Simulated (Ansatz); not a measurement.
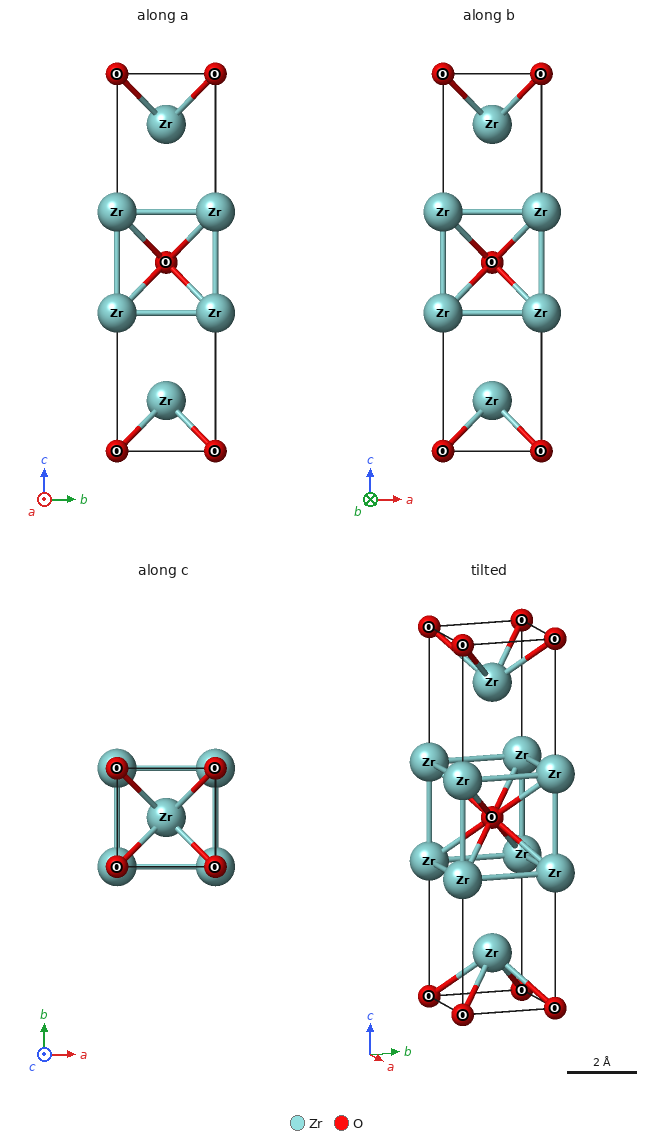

The crystal in a ball-and-stick representation, seen along the a axis, along the b axis, along the c axis and slightly off an axis. The wireframe shows the conventional unit cell.

Lattice parameters: a = 2.8822 Å, b = 2.8822 Å, c = 11.0493 Å, α = 90.000°, β = 90.000°, γ = 90.000°.

**Set out the cell and atoms as a CIF in P1 with every atom of the cell, with free fractional coordinates to two decimals.**

```cif
data_structure
_symmetry_space_group_name_H-M 'P 1'
_symmetry_Int_Tables_number 1
_cell_length_a 2.8822
_cell_length_b 2.8822
_cell_length_c 11.0493
_cell_angle_alpha 90.000
_cell_angle_beta 90.000
_cell_angle_gamma 90.000
_cell_volume 91.79
loop_
_atom_site_label
_atom_site_type_symbol
_atom_site_fract_x
_atom_site_fract_y
_atom_site_fract_z
_atom_site_occupancy
Zr1 Zr 0.50 0.50 0.13 1
Zr2 Zr 0.00 0.00 0.37 1
O1 O 0.00 0.00 0.00 1
Zr3 Zr 0.00 0.00 0.63 1
Zr4 Zr 0.50 0.50 0.87 1
O2 O 0.50 0.50 0.50 1
```

It goes back to a textbook structure type filled with these elements (whether it is the usual form wasn't checked). The geometry was optimised with DFT r2SCAN, scalar-relativistic, plane waves, PAW in Ansatz.
